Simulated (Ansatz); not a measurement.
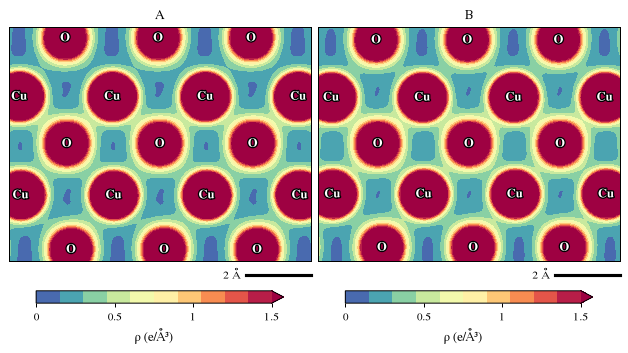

CuO. The valence charge density (pseudo) of two cells that differ in size, on the (101̄) plane of each (indices in the axes of the calculation cell), at one length scale and on one colour scale: A has 10.6 Å³ an atom and B 10.0.

These are results of Ansatz, Kohn-Sham DFT of a periodic cell, LDA, Ansatz PAW, not measurements.

Core electrons are frozen (PAW), and the valence fields are smoothed inside the atomic spheres.

The larger cell:

```
Cu O
1.0
     0.19332   -2.21489   -2.08322
    -2.05934    0.10838   -1.99827
     2.42994    2.33067   -4.47553
Cu O
2 2
Direct
  0.45623 0.53069 0.48541
  0.97428 0.98587 0.02436
  0.80166 0.74472 0.73928
  0.26782 0.23873 0.25095
```

The smaller cell: a = 2.988 Å, b = 2.816 Å, c = 5.493 Å, α = 74.89°, β = 74.25°, γ = 66.24°.

What does the compression do to the bonding and the properties?

From the larger cell to the smaller, Cu–O goes from 2.03 to 1.99 Å, and the density at its midpoint from 0.53 to 0.59 e/Å³; the pressure goes from −25 to −19 GPa.
